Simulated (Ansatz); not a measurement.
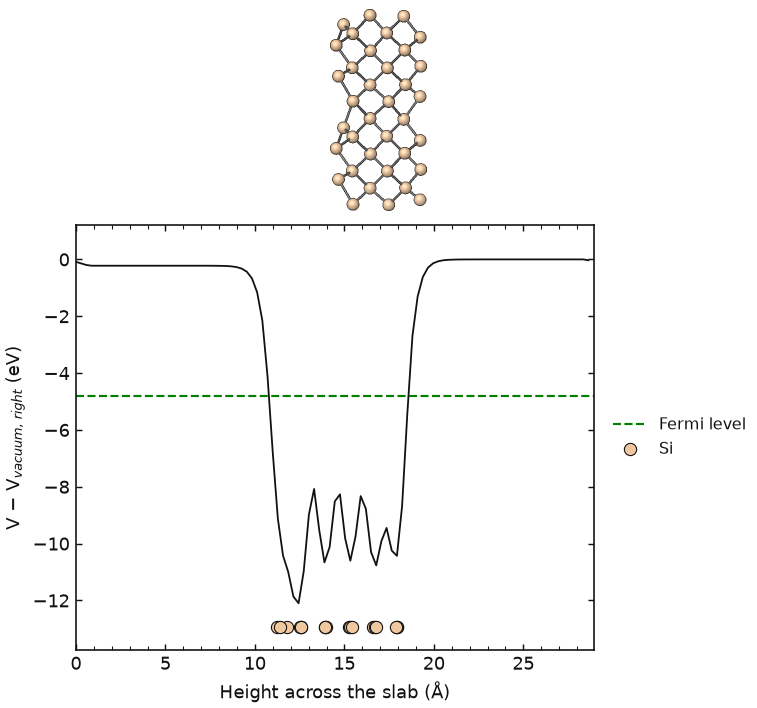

Plane-averaged electrostatic potential energy of an electron across the slab; circles at the bottom mark the heights of the atoms. The structure is drawn too.

Calculation on Si (slab), 18 atoms in the cell.

Method: DFT PBE, scalar-relativistic, plane waves, PAW, no spin polarisation, 7×5×1 k mesh, 420 eV cutoff, Gaussian smearing of 0.1 eV (Ansatz 0.2.0).

Question: Read off the work function of each face.

Answer: The work function is 4.81 eV at the right face and 4.59 eV at the left.

Question: How thick are slab and vacuum?

Answer: The outermost atoms are 6.7 Å apart, which leaves 22.2 Å of vacuum in a cell 28.9 Å high.

Question: Do the two faces differ, and what does that say about the slab's dipole?

Answer: The vacuum levels differ by 0.22 eV, so the slab carries a dipole along its normal.

The atoms aren't at rest in this cell (largest force 1.2 eV/Å), so the relaxed material can differ.
